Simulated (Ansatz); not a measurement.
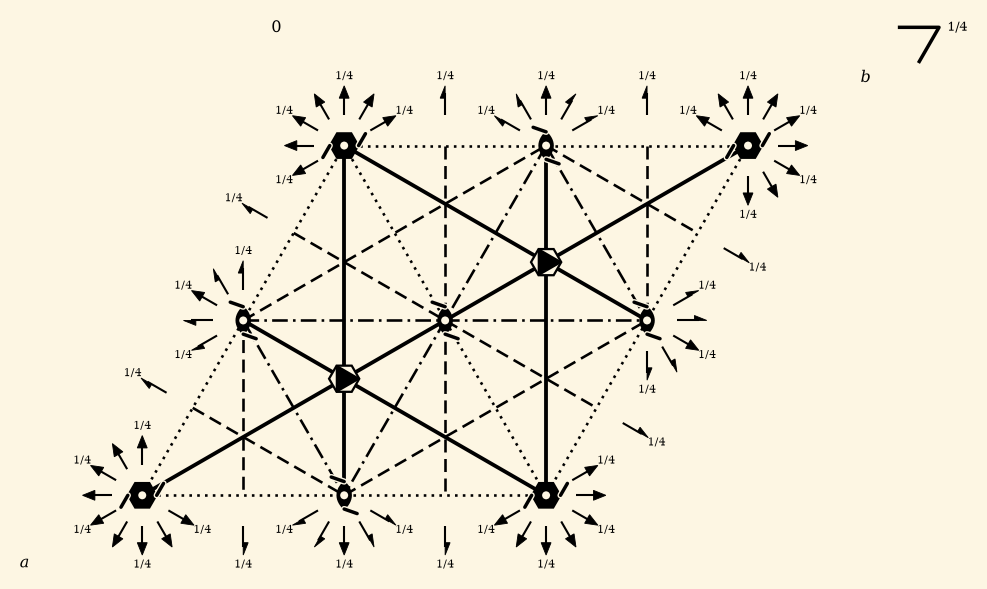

Symmetry elements of a space group, projected down c, computed from the operations of a computed or model structure of composition Mn.

Graphical symbols as in the International Tables (origin upper left, heights as fractions; handed screw axes are marked by their printed symbols).

### Identify the space group.

P6₃/mmc (No. 194); primitive hexagonal, point group 6/mmm, 24 general positions a cell.

### List the elements shown.

−6 axes along c at (1/3, 2/3), (2/3, 1/3); 6₃ axes along c at (0, 0); 2₁ axes along c at (0, 1/2), (1/2, 0), (1/2, 1/2); inversion centres at (0, 0), (0, 1/2), (1/2, 0), (1/2, 1/2); mirror planes holding c and [1 2 0] or [2 1 0] or [−1 1 0]; in-plane glide planes holding c and [1 2 0] or [2 1 0] or [−1 1 0]; c glide planes normal to a*, at x = 0; n glide planes normal to a*, at x = 1/2; c glide planes normal to b*, at y = 0; n glide planes normal to b*, at y = 1/2; c glide planes holding c and [1 1 0]; diagonal glide planes holding c and [1 1 0]; a mirror plane normal to c at height 1/4; 2 axes along [1 1 0] at height 0; 2 axes along [1 2 0] at height 1/4; 2 axes along [2 1 0] at height 1/4; 2 axes along [−1 1 0] at height 1/4; 2 axes along a at height 0; 2 axes along b at height 0; 2₁ axes along [1 1 0] at height 0; 2₁ axes along [1 2 0] at height 1/4; 2₁ axes along [2 1 0] at height 1/4; 2₁ axes along [−1 1 0] at height 1/4; 2₁ axes along a at height 0; 2₁ axes along b at height 0. Heights repeat every half period; positions are (a, b) fractions, modulo 1.

### Write the general positions (in any order).

x, y, z
−x, −y, −z
x−y, x, z+1/2
−x+y, −x, −z+1/2
−y, x−y, z
y, −x+y, −z
−x, −y, z+1/2
x, y, −z+1/2
−x+y, −x, z
x−y, x, −z
y, −x+y, z+1/2
−y, x−y, −z+1/2
−y, −x, −z+1/2
y, x, z+1/2
−x, −x+y, −z
x, x−y, z
−x+y, y, −z+1/2
x−y, −y, z+1/2
y, x, −z
−y, −x, z
x, x−y, −z+1/2
−x, −x+y, z+1/2
x−y, −y, −z
−x+y, y, z
